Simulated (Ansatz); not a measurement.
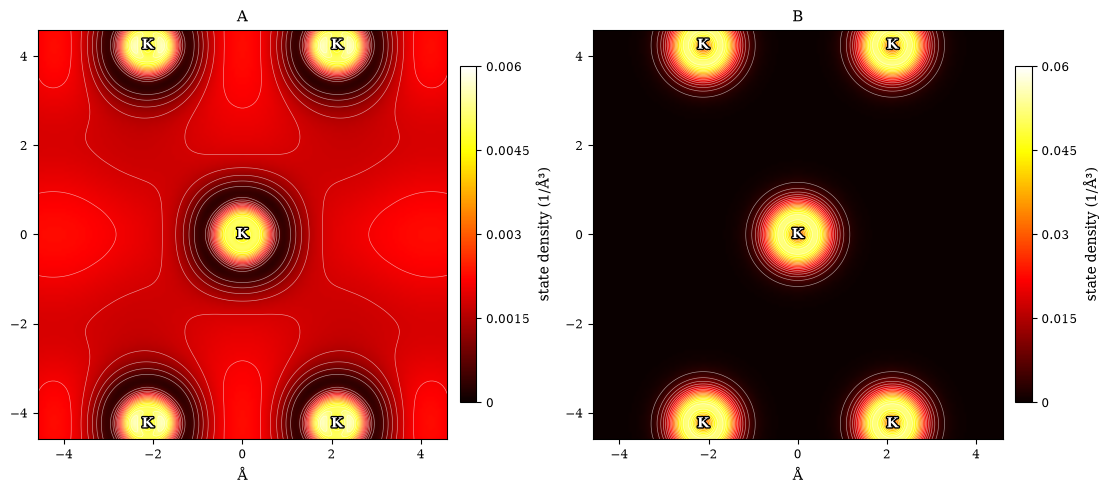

K: densities of the states in two energy windows, on the (010) plane of the conventional cell.

Space group Pm-3n. This isn't the usual form at ambient conditions. The cell comes from a database of computed structures, not from a measurement.

Theory: Ansatz, DFT LDA, scalar-relativistic, plane waves, PAW.

In a PAW calculation such maps are meaningful between the atoms, not at the nuclei.

Q: Match the panels to the energy ranges (zero at the Fermi level): −15.74 to −15.58 eV and −0.25 to +0.25 eV.

A: Panel A: −0.25 to +0.25 eV, the states at the Fermi level, mainly K 4s (over 95 %).
Panel B: −15.74 to −15.58 eV, a separate group of bands (semicore or deep states), mainly K 3p (over 95 %).
The characters are Löwdin shares on a minimal set of atomic orbitals.

Run time: 20 s on 2 threads of Arm Neoverse N1, on a shared host, peak memory 0.68 GiB.
